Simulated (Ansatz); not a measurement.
## From ZrSe2 to ZrS2

System: ZrSe2 (P-3m1, 3 atoms in the cell).
Method of run A: DFT PBEsol, scalar-relativistic, plane waves, PAW, no spin polarisation (Ansatz 0.2.0).
System of run B: ZrS2 (P-3m1, 3 atoms in the cell).

On run A: The structure was made by swapping elements on the sites of another compound; it need not be a known phase. On run B: The structure derives from a Materials Project entry. Text and figures count atoms from 1; the logs count them from 0 in places.

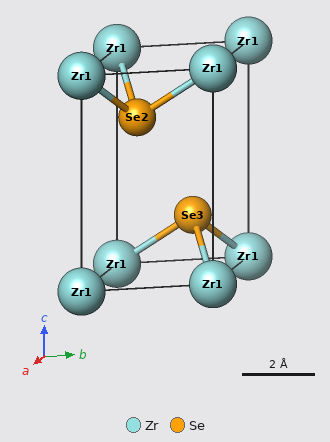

Fig. 1: The structure (ball-and-stick view of the cell of the calculation, seen slightly off an axis; atoms are numbered from 1 in the order of the input). An atom can appear more than once, as a periodic image. Near neighbours in the periodic cell (some may lie outside the picture): Zr has 6 Se at 2.68 Å; Se has 3 Zr at 2.68 Å.

**The input, run A**
```yaml
crystal:
  lattice:
    - [3.8154230994, 0.0, 0.0]
    - [-1.9077115497, 3.3042533302, 0.0]
    - [0.0, 0.0, 6.1919438434]
  atoms:
    - { symbol: Zr, position: [0.0, 0.0, 0.0] }
    - { symbol: Se, position: [0.6666666667, 0.3333333333, 0.7531560959] }
    - { symbol: Se, position: [0.3333333333, 0.6666666667, 0.2468439041] }
basis:
  ecutwfc: 420
kpoints:
  mp_grid: { grid: [6, 6, 4] }
hamiltonian:
  xc: pbesol
scf:
  occupations: { method: gaussian, width: 0.1 }
output:
  forces: true
  stress: true
  eigenvalues: true
```

Command:
```bash
ansatz run input.yaml --threads 2 --pin off --max-ram 5120MiB --backend cpu --events-out ev --progress --plain --runs-dir out
```

Hardware: 2 threads of Oxide Virtual Turin-like (Zen 5), 32 GiB of memory available, shared host.

**Output, shortened to warnings, some set-up lines, iterations and results (run A)**
```
Basis set: ecut = 420 eV, 1521 PW (Γ), exchange–correlation on 54×54×90 points (8 copies of the dense FFT grid, shifted against one another)
Symmetry: 12 space group operations
k-points: 24 of 144
Initial density: superposition of atomic densities (neutral atoms: chi_scale 0, normalization atom), corrected by the library's trained network
[...]
SCF iter   1: F=—  HF=-14981.032501 eV  |F-HF|=—  |Δ(HF+E_count)|=         —  Δρ=2.29e-3  dr2=6.25e-3  ethr=1.77e-3  ⟨swp⟩=5.2  Hψ=2506  notcnv=0
SCF iter   2: F=—  HF=-14981.031208 eV  |F-HF|=—  |Δ(HF+E_count)|=   1.29e-3  Δρ=1.20e-3  dr2=9.82e-4  ethr=1.42e-5  ⟨swp⟩=2.8  Hψ=1363  notcnv=0
SCF iter   3: F=—  HF=-14981.031306 eV  |F-HF|=—  |Δ(HF+E_count)|=   9.78e-5  Δρ=5.52e-4  dr2=2.46e-4  ethr=2.23e-6  ⟨swp⟩=2.0  Hψ=756  notcnv=0
SCF iter   4: F=—  HF=-14981.031393 eV  |F-HF|=—  |Δ(HF+E_count)|=   8.77e-5  Δρ=1.15e-4  dr2=1.76e-5  ethr=5.60e-7  ⟨swp⟩=2.0  Hψ=821  notcnv=0
SCF iter   5: F=—  HF=-14981.031404 eV  |F-HF|=—  |Δ(HF+E_count)|=   1.03e-5  Δρ=2.90e-5  dr2=7.06e-7  ethr=4.00e-8  ⟨swp⟩=2.0  Hψ=821  notcnv=0
SCF iter   6: F=—  HF=-14981.031405 eV  |F-HF|=—  |Δ(HF+E_count)|=   1.14e-6  Δρ=1.07e-5  dr2=1.92e-7  ethr=2.27e-10  ⟨swp⟩=7.3  Hψ=2844  notcnv=0
SCF iter   7: F=-14981.031405 eV  HF=-14981.031405 eV  |F-HF|=4.32e-9  |Δ(HF+E_count)|=   1.65e-7  Δρ=2.70e-6  dr2=1.12e-8  ethr=2.27e-10  ⟨swp⟩=4.8  Hψ=2483  notcnv=0
SCF 1 converged in 7 iterations: F = -14981.031405 eV  dr2 = 1.12e-8
SCF converged after 7 iterations
Free energy (F): -14981.031405 eV
Harris-Foulkes:  -14981.031405 eV  (|F-HF|=4.32e-9)
Internal energy: -14981.031364 eV  (E = F + TS)
E sigma→0 (E₀):  -14981.031384 eV
Entropy (-TS):   -0.000041 eV (-0.014 meV/atom)
Fermi energy:    8.635323 eV
--- Per-component energies (eV) ---
  E_band       = -909.107979
  E_kinetic    = 570.118456
  E_local      = -5964.974186  (includes V_loc(G=0)·N_el)
  E_nonlocal   = -1106.341925
  E_hartree    = 2811.661547
  E_xc         = -367.859851
  E_vxc        = -387.418328  (∫ρ·V_xc dr)
  E_paw        = -6634.430608  (= ΣΔE_a)
  E_vpaw       = 356.186383  (= ΣTr[D̂ρ^β])
  E_aug_tail   = -0.001184  (compensation charges beyond the density's cutoff)
  E_ewald      = -4291.386235
  E_core_change = 2.182621  (= ΣΔE_core)
  E_smearing   = -0.000041  (= −TS)
  E_closure    = 0.000000  (closes the sum)
  Σ components = -14981.031405   (vs F -14981.031405, Δ=0.00e0)
--- Forces (eV/Å), atoms counted from 1 ---
  atom   1  Zr    -0.00000000     0.00000000     0.00000000
  atom   2  Se     0.00000000    -0.00000000    -0.18098476
  atom   3  Se     0.00000000     0.00000000     0.18098476
  max |Σ_I F_I| component: 5.55e-17 eV/Å
--- Stress (GPa, compression-positive) ---
       -1.836789       0.000000      -0.000000
        0.000000      -1.836789      -0.000000
       -0.000000      -0.000000       0.730306
  P = ⅓ Tr σ = -0.9811 GPa (-9.811 kbar)
```

The input of run B differs as follows (lines with − go, lines with + come):
```diff
-    - [3.8154230994, 0.0, 0.0]
-    - [-1.9077115497, 3.3042533302, 0.0]
-    - [0.0, 0.0, 6.1919438434]
+    - [3.6913825498, 0.0, 0.0]
+    - [-1.8456912749, 3.1968310632, 0.0]
+    - [0.0, 0.0, 6.04107701]
-    - { symbol: Se, position: [0.6666666667, 0.3333333333, 0.7531560959] }
-    - { symbol: Se, position: [0.3333333333, 0.6666666667, 0.2468439041] }
+    - { symbol: S, position: [0.66666667, 0.33333333, 0.76209003] }
+    - { symbol: S, position: [0.33333333, 0.66666667, 0.23790997] }
```

Predict how the results change.

The total energies belong to different systems, so their difference says nothing on which is more stable or more accurate. The gap on the mesh goes from 0.38 to 1.00 eV. The pressure goes from −0.98 to −2.47 GPa. The largest force goes from 0.181 to 0.159 eV/Å. The volume per atom goes from 26.02 to 23.76 Å³. The SCF takes 6 iterations against 7. The plane waves at Γ go from 1521 to 1389.

**Output, shortened to warnings, some set-up lines, iterations and results (run B)**
```
Basis set: ecut = 420 eV, 1389 PW (Γ), exchange–correlation on 50×50×90 points (8 copies of the dense FFT grid, shifted against one another)
Symmetry: 12 space group operations
k-points: 24 of 144
Initial density: superposition of atomic densities (neutral atoms: chi_scale 0, normalization atom), corrected by the library's trained network
[...]
SCF iter   1: F=—  HF=-5903.129117 eV  |F-HF|=—  |Δ(HF+E_count)|=         —  Δρ=4.96e-3  dr2=3.94e-2  ethr=1.77e-3  ⟨swp⟩=5.2  Hψ=2096  notcnv=0
SCF iter   2: F=—  HF=-5903.121588 eV  |F-HF|=—  |Δ(HF+E_count)|=   7.53e-3  Δρ=1.57e-3  dr2=1.75e-3  ethr=1.64e-4  ⟨swp⟩=1.0  Hψ=576  notcnv=0
SCF iter   3: F=—  HF=-5903.121501 eV  |F-HF|=—  |Δ(HF+E_count)|=   8.71e-5  Δρ=8.01e-4  dr2=4.71e-4  ethr=7.30e-6  ⟨swp⟩=2.0  Hψ=566  notcnv=0
SCF iter   4: F=—  HF=-5903.121545 eV  |F-HF|=—  |Δ(HF+E_count)|=   4.42e-5  Δρ=1.25e-4  dr2=1.08e-5  ethr=1.96e-6  ⟨swp⟩=2.8  Hψ=701  notcnv=0
SCF iter   5: F=—  HF=-5903.121556 eV  |F-HF|=—  |Δ(HF+E_count)|=   1.14e-5  Δρ=2.95e-5  dr2=9.04e-7  ethr=4.50e-8  ⟨swp⟩=2.0  Hψ=519  notcnv=0
SCF iter   6: F=-5903.121558 eV  HF=-5903.121558 eV  |F-HF|=6.28e-8  |Δ(HF+E_count)|=   1.51e-6  Δρ=7.28e-6  dr2=6.92e-8  ethr=4.17e-10  ⟨swp⟩=6.0  Hψ=1875  notcnv=0
SCF 1 converged in 6 iterations: F = -5903.121558 eV  dr2 = 6.92e-8
SCF converged after 6 iterations
Free energy (F): -5903.121558 eV
Harris-Foulkes:  -5903.121558 eV  (|F-HF|=6.28e-8)
Internal energy: -5903.121558 eV  (E = F + TS)
E sigma→0 (E₀):  -5903.121558 eV
Fermi energy:    6.823065 eV
--- Per-component energies (eV) ---
  E_band       = -180.321272
  E_kinetic    = 544.898573
  E_local      = -1386.063658  (includes V_loc(G=0)·N_el)
  E_nonlocal   = 136.534256
  E_hartree    = 489.949207
  E_xc         = -352.816816
  E_vxc        = -365.123662  (∫ρ·V_xc dr)
  E_paw        = -4067.629485  (= ΣΔE_a)
  E_vpaw       = -90.471932  (= ΣTr[D̂ρ^β])
  E_aug_tail   = 0.000026  (compensation charges beyond the density's cutoff)
  E_ewald      = -1268.283280
  E_core_change = 0.289619  (= ΣΔE_core)
  E_smearing   = -0.000000  (= −TS)
  E_closure    = 0.000000  (closes the sum)
  Σ components = -5903.121558   (vs F -5903.121558, Δ=0.00e0)
--- Forces (eV/Å), atoms counted from 1 ---
  atom   1  Zr     0.00000000     0.00000000     0.00000000
  atom   2  S     -0.00000000     0.00000000     0.15947213
  atom   3  S      0.00000000    -0.00000000    -0.15947213
  max |Σ_I F_I| component: 1.85e-17 eV/Å
--- Stress (GPa, compression-positive) ---
       -3.014062       0.000000      -0.000000
       -0.000000      -3.014062       0.000000
       -0.000000       0.000000      -1.389438
  P = ⅓ Tr σ = -2.4725 GPa (-24.725 kbar)
```

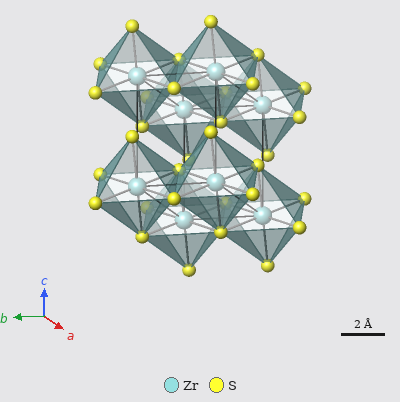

Fig. 2: The input structure of run B (polyhedral view of the cell of the calculation, seen at an oblique angle; polyhedra are completed across the faces of the cell). An atom can appear more than once, as a periodic image.

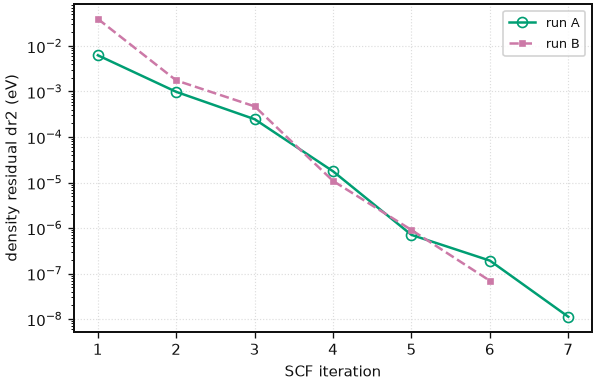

Fig. 3: Convergence of the two runs: density residual dr2 against the SCF iteration. Run A takes 7 iterations in all, and run B takes 6.

**The two runs side by side**

```csv
quantity,run A,run B
outcome,converged,converged
free energy per atom (eV),−4993.6771,−1967.7072
gap on the mesh (eV),0.38,1.00
pressure (GPa),−0.98,−2.47
volume per atom (Å³),26.02,23.76
largest force (eV/Å),0.181,0.159
SCF iterations,7,6
irreducible k-points,24,24
plane waves at Γ,1521,1389
wall time (shared host),0.93 s,2.5 s
```
